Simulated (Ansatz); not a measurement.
## Run report: Al$_{16}$As$_{16}$H, geometry relaxation (part 1 of 3)

Al$_{16}$As$_{16}$H (defect cell, 33 atoms in the cell), computed with DFT PBE, scalar-relativistic, plane waves, PAW, spin-polarised (Ansatz 0.2.0).

The structure derives from a Materials Project entry. It belongs to a series of runs on one base structure; here: H interstitial, charge +0, atoms relaxed at the host's cell.

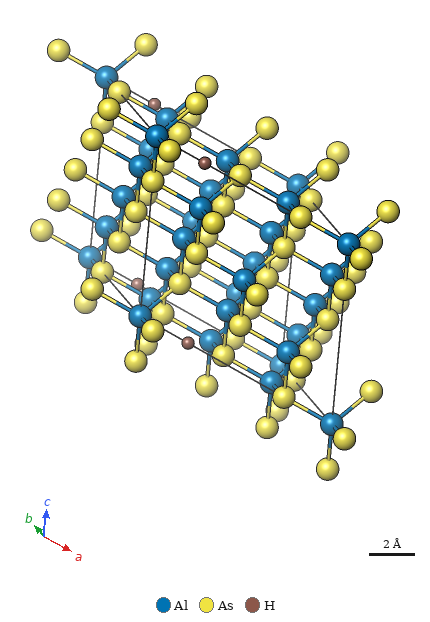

Figure 1. The structure as given in the input (ball-and-stick view of the cell of the calculation, seen slightly off an axis; bonded neighbours outside the cell are drawn too).

**Results in brief**

| quantity | value |
| --- | --- |
| outcome | converged |
| electrons treated | 289 |
| free energy | −86327.7877 eV |
| Fermi energy | 6.014 eV |
| gap on the k-point mesh | none (metallic) |
| net moment of the cell | 1.00 μB |
| integrated absolute moment | 1.06 μB |
| final volume | 751.71 Å³ |
| largest force (length of the vector) at the end | 0.010 eV/Å |
| hardware | 4 threads of Intel Xeon @ 2.50GHz (Skylake/Cascade Lake), 128 GiB of memory available, shared host |
| wall time | 98 s (CPU time 6.1 min) |
| peak memory | 2.8 GiB |

**Input**
```yaml
crystal:
  lattice:
    - [5.727912321, 5.727912321, 5.727912321]
    - [-5.727912321, 5.727912321, -5.727912321]
    - [-5.727912321, -5.727912321, 5.727912321]
  atoms:
    - { symbol: Al, position: [0.5, 0.75, 0.75] }
    - { symbol: Al, position: [0.5, 0.5, 0.0] }
    - { symbol: Al, position: [0.75, 0.5, 0.75] }
    - { symbol: Al, position: [0.5, 0.25, 0.25], spin: 0.091 }
    - { symbol: Al, position: [0.75, 0.25, 0.0] }
    - { symbol: Al, position: [0.0, 0.25, 0.75] }
    - { symbol: Al, position: [0.5, 0.0, 0.5] }
    - { symbol: Al, position: [0.75, 0.0, 0.25] }
    - { symbol: Al, position: [0.0, 0.0, 0.0], spin: 0.091 }
    - { symbol: Al, position: [0.25, 0.0, 0.75], spin: 0.091 }
    - { symbol: Al, position: [0.75, 0.75, 0.5] }
    - { symbol: Al, position: [0.0, 0.75, 0.25] }
    - { symbol: Al, position: [0.25, 0.75, 0.0], spin: 0.091 }
    - { symbol: Al, position: [0.0, 0.5, 0.5] }
    - { symbol: Al, position: [0.25, 0.5, 0.25] }
    - { symbol: Al, position: [0.25, 0.25, 0.5] }
    - { symbol: As, position: [0.75, 0.0, 0.0] }
    - { symbol: As, position: [0.75, 0.75, 0.25] }
    - { symbol: As, position: [0.0, 0.75, 0.0], spin: 0.091 }
    - { symbol: As, position: [0.75, 0.5, 0.5] }
    - { symbol: As, position: [0.0, 0.5, 0.25] }
    - { symbol: As, position: [0.25, 0.5, 0.0] }
    - { symbol: As, position: [0.75, 0.25, 0.75] }
    - { symbol: As, position: [0.0, 0.25, 0.5] }
    - { symbol: As, position: [0.25, 0.25, 0.25], spin: 0.091 }
    - { symbol: As, position: [0.5, 0.25, 0.0], spin: 0.091 }
    - { symbol: As, position: [0.0, 0.0, 0.75], spin: 0.091 }
    - { symbol: As, position: [0.25, 0.0, 0.5] }
    - { symbol: As, position: [0.5, 0.0, 0.25], spin: 0.091 }
    - { symbol: As, position: [0.25, 0.75, 0.75], spin: 0.091 }
    - { symbol: As, position: [0.5, 0.75, 0.5] }
    - { symbol: As, position: [0.5, 0.5, 0.75] }
    - { symbol: H, position: [0.25, 0.0, 0.0], spin: 0.091 }
  host:
    lattice:
      - [0.0, 2.8639561605, 2.8639561605]
      - [2.8639561605, 0.0, 2.8639561605]
      - [2.8639561605, 2.8639561605, 0.0]
    atoms:
      - { symbol: Al, position: [0.0, 0.0, 0.0] }
      - { symbol: As, position: [0.75, 0.75, 0.75] }
basis:
  ecutwfc: 420
  xc_grid: 2
kpoints:
  mp_grid: { grid: [2, 2, 2], shift: [0.0, 0.0, 0.0] }
hamiltonian:
  xc: pbe
scf:
  occupations: { method: gaussian, width: 0.01 }
output:
  forces: true
  stress: false
  eigenvalues: true
  populations: true
  charged_corrections:
    defect_position: [0.25, 0.0, 0.0]
    epsilon: [[11.5641, 0.0, 0.0], [0.0, 11.5641, 0.0], [0.0, 0.0, 11.5641]]
  write_density: true
  write_potential: true
  elf: true
  volumetric_format: npy
magnetization:
  spin_polarized: true
relax:
  adjacent_minimum: "off"
  f_tol: 0.025
  max_steps: 45
```

Launched with:
```bash
ansatz run input.yaml --threads 4 --pin off --max-ram 8192MiB --backend cpu --events-out ev --progress --plain --runs-dir out
```

**Log**
```
Engine: ansatz 0.2.0, x86_64-unknown-linux-gnu
Pseudopotentials: kind: paw
Pseudopotential: Al, paw, valence charge 3, recommended cutoff 420 eV (normal), Al.paw.azcp
Pseudopotential: As, paw, valence charge 15, recommended cutoff 420 eV (normal), As.paw.azcp
Pseudopotential: H, paw, valence charge 1, recommended cutoff 420 eV (normal), H.paw.azcp
Functional definition: PBE
  parameter kappa = 0.804
  parameter beta = 0.06672455060314922
  exchange = pbe_x(kappa = kappa, mu = beta*pi^2/3)
  correlation = pbe_c(beta = beta)
Crystal: 33 atoms, lattice volume = 751.708 Å³
Basis set: ecut = 420 eV, 14771 PW (Γ), exchange–correlation on 144×144×144 points (8 copies of the dense FFT grid, shifted against one another)
Bands: 179, of which v1, the nominal top of the filled ones, is band 145 counted from 1 (144 counted from 0)
Symmetry: 24 space group operations
Space group: I-43m (ITA 217), of the structure as read, at distance tolerance 9.1e-5 Å
Magnetic group: BNS 217.78 (UNI 1580), of the structure as read, at distance tolerance 9.1e-5 Å
k-points: 3 of 8
Non-local potential: Al, projectors of the file, l = 0: 2, l = 1: 2, l = 2: 1
Non-local potential: As, projectors of the file, l = 0: 2, l = 1: 2, l = 2: 3, l = 3: 1
Non-local potential: H, projectors of the file, l = 0: 2, l = 1: 1
PAW form: soft (Blöchl's): semilocal exchange-correlation on the pseudo side does not see the compensation charge
PAW one-centre angular grid: Al, 110 points (default); XC on 64 Gauss nodes
PAW one-centre angular grid: As, 590 points (default); XC on 64 Gauss nodes
PAW one-centre angular grid: H, 110 points (default); XC on 64 Gauss nodes
Starting moments: Σ|m| = 1.001 μB on 11 of 33 sites
Initial wavefunctions: pseudopotential atomic-orbital guess
Functional: x = pbe(κ = 0.804, μ = 0.2195149727645171), c = pbe(β = 0.06672455060314922)
SCF iter   1: F=—  HF=-86330.677170 eV  |F-HF|=—  |Δ(HF+E_count)|=         —  Δρ=1.91e-2 (↑1.91e-2 ↓1.85e-2)  dr2=1.37e1  dr2_m=1.05e-1  M=0.751 μB ∫|m|=0.755 μB  β_m=0.30  ethr=3.10e-3  ⟨swp⟩=6.0  Hψ=4003  notcnv=0  defer=26
preconditioner: auto → Resta (q_TF=auto, 2.326 Å⁻¹)  ε∞=4.2  [insulator: Δε(μ)=0.042 eV  Ē_g=8.557 eV  σ=0.010 eV  W_gap=1.00  n_scr=140 (ndim 8)  ℏωp=15.4 eV  f_vac=0.000  D(μ)=0.32/eV (n_scr^D=0)  ε∞_Penn≈4.2]
spin=Collinear: Resta preconditioning applied to the charge; magnetization (m = ρ↑ − ρ↓) channel mixes plain (no charge-response kernel on spin).
SCF iter   2: F=—  HF=-86329.131745 eV  |F-HF|=—  |Δ(HF+E_count)|=    1.55e0  Δρ=1.45e-2 (↑1.45e-2 ↓1.36e-2)  dr2=7.19e0  dr2_m=7.49e-2  M=0.998 μB ∫|m|=1.002 μB  β_m=0.30  ethr=3.10e-3  ⟨swp⟩=1.8  Hψ=1245  notcnv=0  defer=119
SCF iter   3: F=—  HF=-86327.612797 eV  |F-HF|=—  |Δ(HF+E_count)|=    1.52e0  Δρ=4.40e-3 (↑3.93e-3 ↓4.40e-3)  dr2=3.10e-1  dr2_m=4.10e-2  M=0.996 μB ∫|m|=1.003 μB  β_m=0.30  ethr=2.49e-3  ⟨swp⟩=2.0  Hψ=1330  notcnv=0  defer=150
SCF iter   4: F=—  HF=-86327.624697 eV  |F-HF|=—  |Δ(HF+E_count)|=   1.19e-2  Δρ=2.96e-3 (↑2.53e-3 ↓2.96e-3)  dr2=1.14e-1  dr2_m=2.40e-2  M=1.000 μB ∫|m|=1.013 μB  β_m=0.30  ethr=1.07e-4  ⟨swp⟩=3.0  Hψ=1911  notcnv=0  defer=168
SCF iter   5: F=—  HF=-86327.680875 eV  |F-HF|=—  |Δ(HF+E_count)|=   5.62e-2  Δρ=1.64e-3 (↑1.51e-3 ↓1.64e-3)  dr2=1.12e-2  dr2_m=1.45e-2  M=1.000 μB ∫|m|=1.020 μB  β_m=0.30  ethr=3.94e-5  ⟨swp⟩=3.2  Hψ=1867  notcnv=0  defer=168
SCF iter   6: F=—  HF=-86327.696914 eV  |F-HF|=—  |Δ(HF+E_count)|=   1.60e-2  Δρ=1.22e-3 (↑1.22e-3 ↓1.11e-3)  dr2=1.75e-3  dr2_m=8.95e-3  M=1.000 μB ∫|m|=1.026 μB  β_m=0.30  ethr=3.87e-6  ⟨swp⟩=2.7  Hψ=1816  notcnv=0  defer=168
SCF iter   7: F=—  HF=-86327.703699 eV  |F-HF|=—  |Δ(HF+E_count)|=   6.78e-3  Δρ=9.33e-4 (↑9.33e-4 ↓8.94e-4)  dr2=8.07e-4  dr2_m=5.49e-3  M=1.000 μB ∫|m|=1.032 μB  β_m=0.30  ethr=6.07e-7  ⟨swp⟩=3.3  Hψ=1773  notcnv=0  defer=168
Mixer restart at iter 7: flushing history
spin-set hold released at iteration 7 (site moments contracting): the magnetisation degrees of freedom join the quasi-Newton model from the next iteration; the mixer history was flushed
SCF iter   8: F=—  HF=-86327.707205 eV  |F-HF|=—  |Δ(HF+E_count)|=   3.51e-3  Δρ=7.21e-4 (↑7.09e-4 ↓7.21e-4)  dr2=6.40e-4  dr2_m=3.38e-3  M=1.000 μB ∫|m|=1.037 μB  β_m=0.65  ethr=2.79e-7  ⟨swp⟩=3.0  Hψ=1874  notcnv=0  defer=168
SCF iter   9: F=—  HF=-86327.713917 eV  |F-HF|=—  |Δ(HF+E_count)|=   6.71e-3  Δρ=2.07e-4 (↑1.75e-4 ↓2.07e-4)  dr2=1.78e-4  dr2_m=2.33e-4  M=1.000 μB ∫|m|=1.054 μB  β_m=0.68  ethr=2.21e-7  ⟨swp⟩=3.2  Hψ=1713  notcnv=0  defer=168
SCF iter  10: F=—  HF=-86327.714455 eV  |F-HF|=—  |Δ(HF+E_count)|=   5.39e-4  Δρ=5.39e-5 (↑5.39e-5 ↓4.65e-5)  dr2=3.77e-5  dr2_m=1.14e-5  M=1.000 μB ∫|m|=1.061 μB  β_m=0.84  ethr=6.17e-8  ⟨swp⟩=3.0  Hψ=2262  notcnv=0  defer=168
SCF iter  11: F=-86327.714485 eV  HF=-86327.714484 eV  |F-HF|=7.41e-7  |Δ(HF+E_count)|=   2.91e-5  Δρ=8.44e-6 (↑8.44e-6 ↓6.14e-6)  dr2=1.29e-6  dr2_m=3.59e-8  M=1.000 μB ∫|m|=1.062 μB  ethr=5.41e-9  ⟨swp⟩=18.5  Hψ=10121  notcnv=0
SCF 1 converged in 11 iterations: F = -86327.714485 eV  dr2 = 1.29e-6
  greatest PAW one-centre occupation: 0.999 electrons in one spin orbital (limit 2), on the As atom at site 29 (counted from 0), in its partial waves of l = 2
relax step   1: F+E_penalty+E_count = -86327.71448524 eV  Δ(F+E_penalty+E_count) = +0.000e0 eV  max|allowed force component| = 2.128e-1 eV/Å  Δτ_max = 0.0000 Å  (11 SCF iters, dr2 threshold 1.56e-5 eV, accepted)
Initial density: handed on by an earlier stage of this run
Starting moments: Σ|m| = 1.001 μB on 11 of 33 sites; this step starts from the density that it was given
Initial wavefunctions: those handed on with the density
iter 1 solved again at ethr=9.95e-6 eV; its pass at ethr=3.10e-3 eV (dr2=2.88e-2 eV) is discarded
SCF iter   1: F=—  HF=-86327.782466 eV  |F-HF|=—  |Δ(HF+E_count)|=         —  Δρ=1.01e-3 (↑9.70e-4 ↓1.01e-3)  dr2=2.86e-2  dr2_m=1.17e-3  M=1.000 μB ∫|m|=1.062 μB  β_m=0.30  ethr=9.95e-6  ⟨swp⟩=2.5  Hψ=3494  notcnv=0  defer=169
preconditioner: auto → Resta (q_TF=auto, 2.326 Å⁻¹)  ε∞=4.4  [insulator: Δε(μ)=0.342 eV  Ē_g=8.327 eV  σ=0.010 eV  W_gap=0.67  n_scr=140 (ndim 8)  ℏωp=15.4 eV  f_vac=0.006  D(μ)=19.33/eV (n_scr^D=134)  ε∞_Penn≈4.4]
spin=Collinear: Resta preconditioning applied to the charge; magnetization (m = ρ↑ − ρ↓) channel mixes plain (no charge-response kernel on spin).
SCF iter   2: F=—  HF=-86327.781113 eV  |F-HF|=—  |Δ(HF+E_count)|=   1.35e-3  Δρ=7.67e-4 (↑7.23e-4 ↓7.67e-4)  dr2=1.53e-2  dr2_m=6.96e-4  M=1.000 μB ∫|m|=1.062 μB  β_m=0.65  ethr=9.89e-6  ⟨swp⟩=1.8  Hψ=924  notcnv=0  defer=169
SCF iter   3: F=—  HF=-86327.780495 eV  |F-HF|=—  |Δ(HF+E_count)|=   6.17e-4  Δρ=9.83e-5 (↑8.04e-5 ↓9.83e-5)  dr2=1.46e-4  dr2_m=2.61e-5  M=1.000 μB ∫|m|=1.061 μB  β_m=0.74  ethr=5.30e-6  ⟨swp⟩=2.8  Hψ=1324  notcnv=0  defer=169
SCF iter   4: F=—  HF=-86327.780500 eV  |F-HF|=—  |Δ(HF+E_count)|=   4.58e-6  Δρ=3.47e-5 (↑3.47e-5 ↓3.19e-5)  dr2=1.97e-5  dr2_m=3.92e-6  M=1.000 μB ∫|m|=1.061 μB  β_m=0.75  ethr=5.06e-8  ⟨swp⟩=2.5  Hψ=1862  notcnv=0  defer=169
SCF iter   5: F=—  HF=-86327.780509 eV  |F-HF|=—  |Δ(HF+E_count)|=   9.70e-6  Δρ=1.44e-5 (↑1.44e-5 ↓1.18e-5)  dr2=3.47e-6  dr2_m=5.66e-7  M=1.000 μB ∫|m|=1.061 μB  β_m=0.77  ethr=9.79e-10  ⟨swp⟩=16.5  Hψ=9410  notcnv=0
iter 6 did not close the SCF: its close was put off for a magnetic moment that had not settled (scf_convergence_deferred on its scf_iter line)
SCF iter   6: F=-86327.780512 eV  HF=-86327.780512 eV  |F-HF|=2.77e-7  |Δ(HF+E_count)|=   2.44e-6  Δρ=3.84e-6 (↑3.84e-6 ↓2.81e-6)  dr2=2.81e-7  dr2_m=1.42e-8  M=1.000 μB ∫|m|=1.060 μB  β_m=0.89  ethr=9.79e-10  ⟨swp⟩=10.2  Hψ=7730  notcnv=0
SCF iter   7: F=-86327.780512 eV  HF=-86327.780512 eV  |F-HF|=1.69e-8  |Δ(HF+E_count)|=   3.26e-7  Δρ=6.51e-7 (↑6.51e-7 ↓6.34e-7)  dr2=1.67e-8  dr2_m=9.83e-11  M=1.000 μB ∫|m|=1.060 μB  ethr=9.72e-11  ⟨swp⟩=5.3  Hψ=5289  notcnv=0
SCF 2 converged in 7 iterations: F = -86327.780512 eV  dr2 = 1.67e-8
relax step   2: F+E_penalty+E_count = -86327.78051222 eV  Δ(F+E_penalty+E_count) = -6.603e-2 eV  max|allowed force component| = 8.049e-2 eV/Å  Δτ_max = 0.0709 Å  (7 SCF iters, dr2 threshold 2.83e-6 eV, accepted)
SCF iter   1: F=—  HF=-86327.787743 eV  |F-HF|=—  |Δ(HF+E_count)|=         —  Δρ=1.88e-4 (↑1.58e-4 ↓1.88e-4)  dr2=9.55e-4  dr2_m=4.14e-5  M=1.000 μB ∫|m|=1.060 μB  β_m=0.30  ethr=3.26e-6  ⟨swp⟩=3.0  Hψ=1771  notcnv=0  defer=169
preconditioner: auto → Resta (q_TF=auto, 2.326 Å⁻¹)  ε∞=4.4  [insulator: Δε(μ)=0.242 eV  Ē_g=8.323 eV  σ=0.010 eV  W_gap=0.67  n_scr=140 (ndim 8)  ℏωp=15.4 eV  f_vac=0.007  D(μ)=19.30/eV (n_scr^D=134)  ε∞_Penn≈4.4]
spin=Collinear: Resta preconditioning applied to the charge; magnetization (m = ρ↑ − ρ↓) channel mixes plain (no charge-response kernel on spin).
SCF iter   2: F=—  HF=-86327.787734 eV  |F-HF|=—  |Δ(HF+E_count)|=   9.56e-6  Δρ=1.41e-4 (↑1.17e-4 ↓1.41e-4)  dr2=4.63e-4  dr2_m=2.57e-5  M=1.000 μB ∫|m|=1.060 μB  β_m=0.65  ethr=3.30e-7  ⟨swp⟩=1.5  Hψ=1239  notcnv=0  defer=169
SCF iter   3: F=—  HF=-86327.787776 eV  |F-HF|=—  |Δ(HF+E_count)|=   4.19e-5  Δρ=2.49e-5 (↑1.87e-5 ↓2.49e-5)  dr2=9.23e-6  dr2_m=1.57e-6  M=1.000 μB ∫|m|=1.060 μB  β_m=0.79  ethr=1.60e-7  ⟨swp⟩=2.0  Hψ=1291  notcnv=0  defer=169
SCF iter   4: F=—  HF=-86327.787692 eV  |F-HF|=—  |Δ(HF+E_count)|=   8.39e-5  Δρ=9.16e-6 (↑6.82e-6 ↓9.16e-6)  dr2=1.19e-6  dr2_m=2.46e-7  M=1.000 μB ∫|m|=1.060 μB  β_m=0.77  ethr=3.19e-9  ⟨swp⟩=2.2  Hψ=1774  notcnv=0  defer=169
SCF iter   5: F=—  HF=-86327.787692 eV  |F-HF|=—  |Δ(HF+E_count)|=   4.76e-7  Δρ=2.87e-6 (↑2.87e-6 ↓2.46e-6)  dr2=1.70e-7  dr2_m=2.48e-8  M=1.000 μB ∫|m|=1.059 μB  β_m=0.76  ethr=4.13e-10  ⟨swp⟩=2.7  Hψ=1777  notcnv=0  defer=169
iter 6 did not close the SCF: its close was put off for a magnetic moment that had not settled (scf_convergence_deferred on its scf_iter line)
SCF iter   6: F=-86327.787692 eV  HF=-86327.787692 eV  |F-HF|=1.73e-8  |Δ(HF+E_count)|=   7.79e-8  Δρ=1.14e-6 (↑1.14e-6 ↓7.51e-7)  dr2=2.36e-8  dr2_m=1.79e-9  M=1.000 μB ∫|m|=1.059 μB  β_m=0.88  ethr=3.46e-11  ⟨swp⟩=15.0  Hψ=6879  notcnv=0
SCF iter   7: F=-86327.787692 eV  HF=-86327.787692 eV  |F-HF|=6.11e-10  |Δ(HF+E_count)|=   2.32e-8  Δρ=1.50e-7 (↑1.50e-7 ↓1.49e-7)  dr2=1.25e-9  dr2_m=6.25e-12  M=1.000 μB ∫|m|=1.059 μB  ethr=8.15e-12  ⟨swp⟩=4.8  Hψ=4935  notcnv=0
SCF 3 converged in 7 iterations: F = -86327.787692 eV  dr2 = 1.25e-9
  greatest PAW one-centre occupation: 0.999 electrons in one spin orbital (limit 2), on the As atom at site 25 (counted from 0), in its partial waves of l = 2
relax step   3: F+E_penalty+E_count = -86327.78769233 eV  Δ(F+E_penalty+E_count) = -7.180e-3 eV  max|allowed force component| = 6.074e-3 eV/Å  Δτ_max = 0.0159 Å  (7 SCF iters, accepted)
```

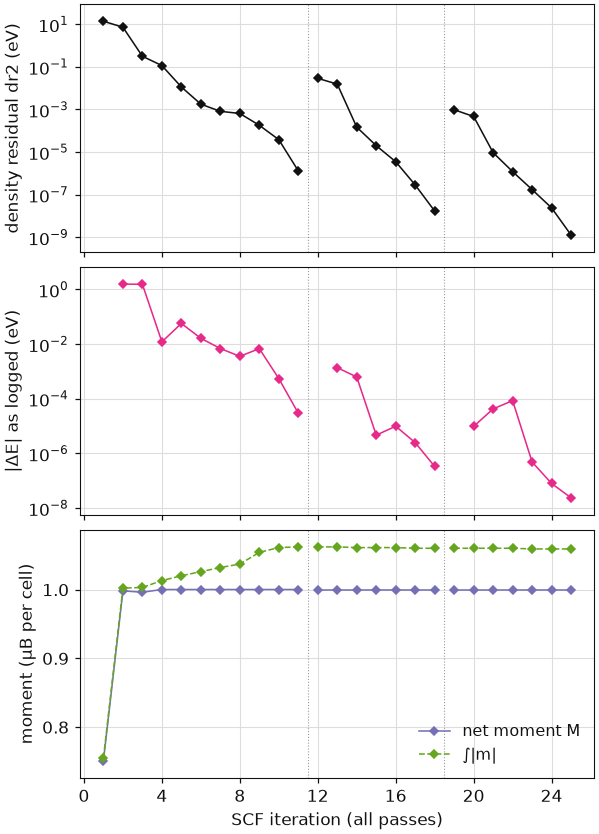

Figure 2. Convergence of the self-consistent field: density residual dr2, size of the energy change and magnetic moment against the SCF iteration. The dotted lines part the SCF passes of the relaxation: geometry steps, rejected trials and re-solves on a re-selected basis. The passes take 11, 7 and 7 iterations. The net moment goes from 0.8 to 1.0 μB per cell.

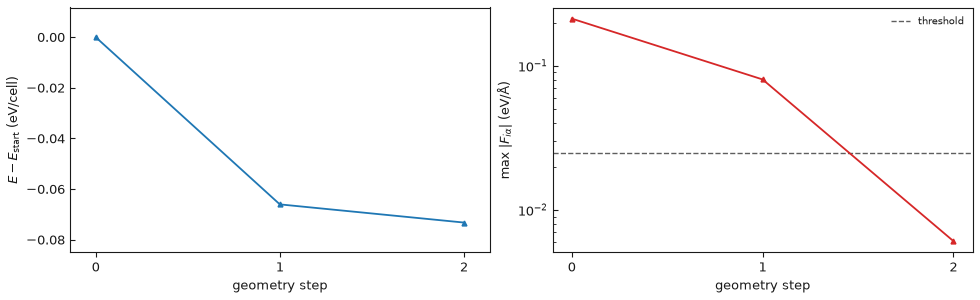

Figure 3. Progress of the relaxation, step by step (the first geometry is step 0 here and step 1 in the log).
